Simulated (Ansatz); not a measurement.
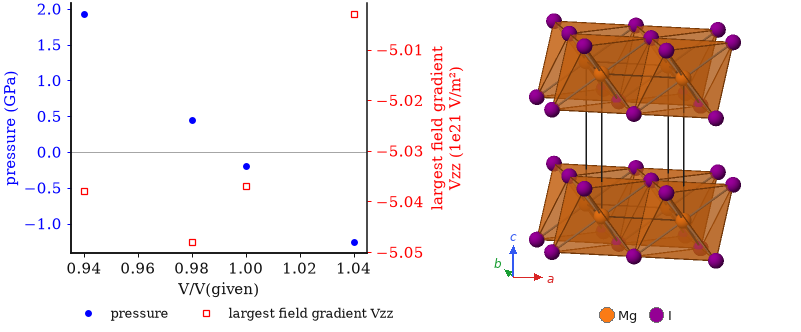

Plotted: pressure and largest field gradient Vzz against V/V(given) for MgI₂, space group P-3m1 (No. 164). The conventional cell is drawn beside the plot.

Cell as given: a = 4.154 Å, b = 4.154 Å, c = 6.862 Å, α = 90.00°, β = 90.00°, γ = 120.00°; 3 atoms.

Computed with Ansatz 0.2.0: periodic Kohn-Sham DFT of a crystal at fixed atoms, scaled to the stated factor times the given cell; pressure positive in compression. Level: PBEsol.

| setting | value |
| --- | --- |
| method | frozen-core PAW |
| relativity | scalar |
| k mesh | 7×7×4 |
| occupations | Fermi–Dirac |
| smearing width | 0.03 eV |
| wave cutoff | 420 eV |
| PAW set | soft_2 |

V(given) is 34.18 Å³/atom.

The point at V/V(given) 1.01 is left out of the plot. What does the calculation give there?

```
V/V(given)  pressure (GPa)  largest field gradient Vzz (1e21 V/m²)
      1.01          -0.478                                  -5.030
```

Limits of the calculation: PAW files made with PBE; field gradient without spin-orbit coupling on heavy atoms; no spin-orbit coupling on heavy atoms; shape and atomic fractions are frozen while scaling, which makes layered, chain and framework solids too stiff.
